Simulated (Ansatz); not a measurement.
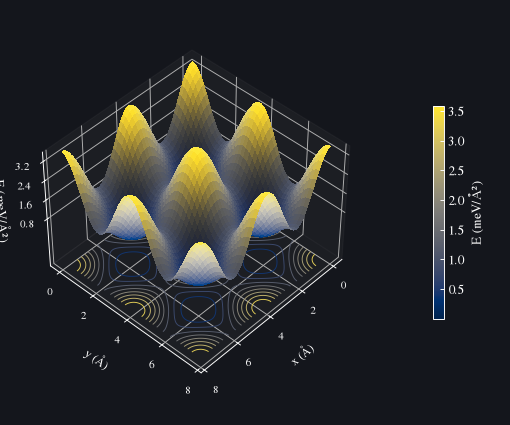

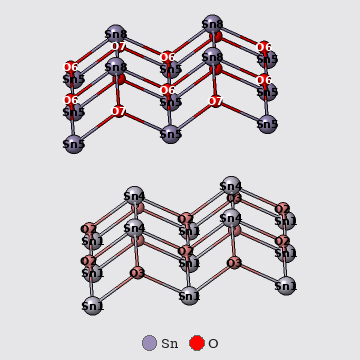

Energy landscape of a bilayer of two SnO sheets, the upper one turned by 180 degrees about the normal (8 atoms in the cell). 
- The upper layer of a bilayer is slid over the lower one; relaxed at each slide: nothing; the origin of the map has Sn5 above Sn4; the distance between the facing planes is held at 4.40 Å.
- Places are given modulo a cell vector. The map is drawn in real space over the plane of the slide.
- Grid: 8 × 8 points; 15 points were computed and 49 follow by symmetry.
- Energies are in meV/Å², from the lowest grid point.
- At a held distance the lowest stacking need not be the one that binds best once the distance relaxes.
- Method: DFT PBE+D3(BJ), scalar-relativistic, plane waves, PAW (Ansatz 0.2.0). Settings: cutoff 420 eV, k-mesh 7×7×1, gaussian smearing 0.05 eV, no spin polarisation.

In the figure: a relief with its contours projected below, any walls above the top of the colour scale cut off. Between grid points the surface is interpolated. The second picture is the structure at the lowest point; the lower layer is drawn fainter.

**Summarise what can be read from the map.**

The lowest grid point is at (4/8, 4/8) of the cell vectors. It is the only kind of minimum in the scanned range. The highest grid point, (0/8, 0/8) of the cell vectors, lies 3.58 meV/Å² above the lowest. On the interpolated surface the easiest way out of the lowest well to its copy in the next cell or period passes a barrier of about 1.1 meV/Å². Facing atoms of the upper layer at the lowest point: Sn above Sn of a deeper plane, the O behind them above O; at the highest: Sn above Sn, the O behind them above O.

The values on the grid:

| second ↓, first → | 0/8 | 1/8 | 2/8 | 3/8 | 4/8 | 5/8 | 6/8 | 7/8 |
| --- | --- | --- | --- | --- | --- | --- | --- | --- |
| 7/8 | 3.21 | 2.86 | 2.06 | 1.28 | 0.96 | 1.28 | 2.06 | 2.86 |
| 6/8 | 2.32 | 2.06 | 1.42 | 0.81 | 0.56 | 0.81 | 1.42 | 2.06 |
| 5/8 | 1.48 | 1.28 | 0.81 | 0.35 | 0.16 | 0.35 | 0.81 | 1.28 |
| 4/8 | 1.13 | 0.96 | 0.56 | 0.16 | 0.00 | 0.16 | 0.56 | 0.96 |
| 3/8 | 1.48 | 1.28 | 0.81 | 0.35 | 0.16 | 0.35 | 0.81 | 1.28 |
| 2/8 | 2.32 | 2.06 | 1.42 | 0.81 | 0.56 | 0.81 | 1.42 | 2.06 |
| 1/8 | 3.21 | 2.86 | 2.06 | 1.28 | 0.96 | 1.28 | 2.06 | 2.86 |
| 0/8 | 3.58 | 3.21 | 2.32 | 1.48 | 1.13 | 1.48 | 2.32 | 3.21 |

The whole map (15 points run) took 6.6 min on 1 thread of Arm Neoverse V2 (shared host).

PAW datasets: the set soft_1.
